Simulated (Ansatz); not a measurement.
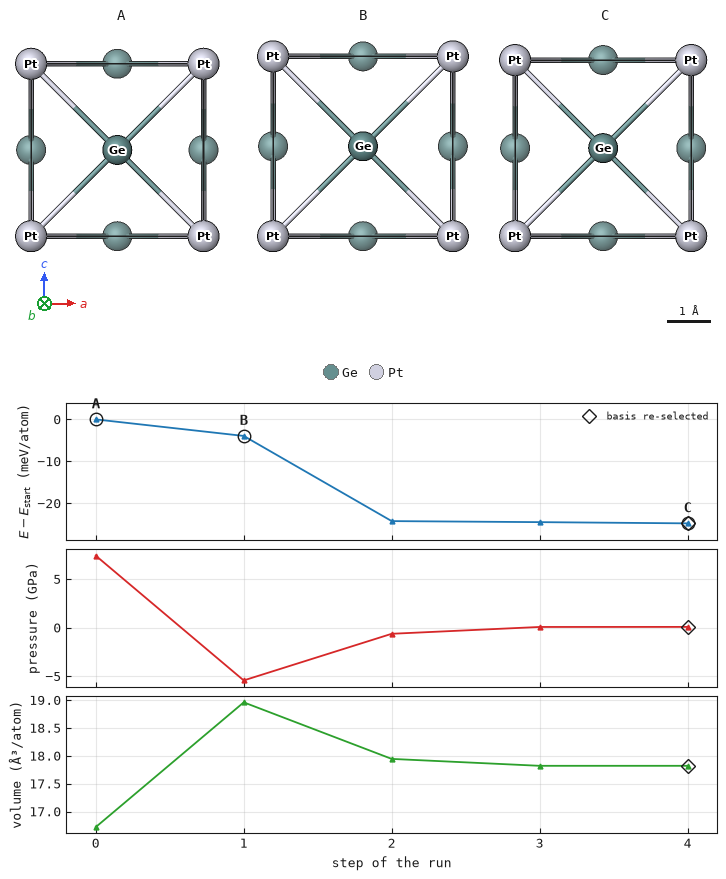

Frames of a relaxation of solid Ge3Pt (built on the Cu3Au (L1_2)_221 type) (coarse preliminary run), marked on the history of the run. The picture is a ball-and-stick view of the cell of the calculation, seen along the b axis.

Case: Cu3Au (L1_2) type (Pm-3m, No. 221).

Method: DFT PBE, scalar-relativistic, plane waves, PAW in Ansatz 0.2.0. Settings: plane-wave cutoff 420 eV; k-point mesh 4 × 4 × 4; occupations gaussian; smearing width 0.1 eV; no spin polarisation; cell and atoms relaxed; force threshold 0.04 eV/Å; at most 70 steps.

**Describe the path.**

The energy falls by 24.8 meV per atom in 3 accepted moves (4 points after the start). All forces vanish by symmetry, so only the cell relaxes. The pressure goes from 7.42 to 0.08 GPa. At 1 point the geometry stayed and the basis and grid were re-selected for the new cell (energy shift of 0.3 meV per atom at most each time). No atom moves by more than 0.005 Å relative to the cell. The drawn cell changes as follows: a = b = c 4.059 → 4.146 Å (+2.1 %); the volume changes by +6.6 %. Some distances before and after: Ge–Pt 2.870 → 2.932 Å. The space group stays Pm-3m (No. 221). From step 0 to 1: volume +13.4 %, energy −3.9 meV per atom. From step 1 to 4: volume −6.0 %, energy −20.8 meV per atom.

```csv
step,"E − E(0), meV/atom","pressure, GPa","volume, Å³/atom",note
0,0.00,7.42,16.721,
1,-3.94,-5.42,18.961,
2,-24.23,-0.62,17.945,
3,-24.48,0.08,17.821,
4,-24.77,0.08,17.821,"same geometry, new basis"
```

Limits of the set-up: the k-point mesh is coarse for a cell with partly filled bands.
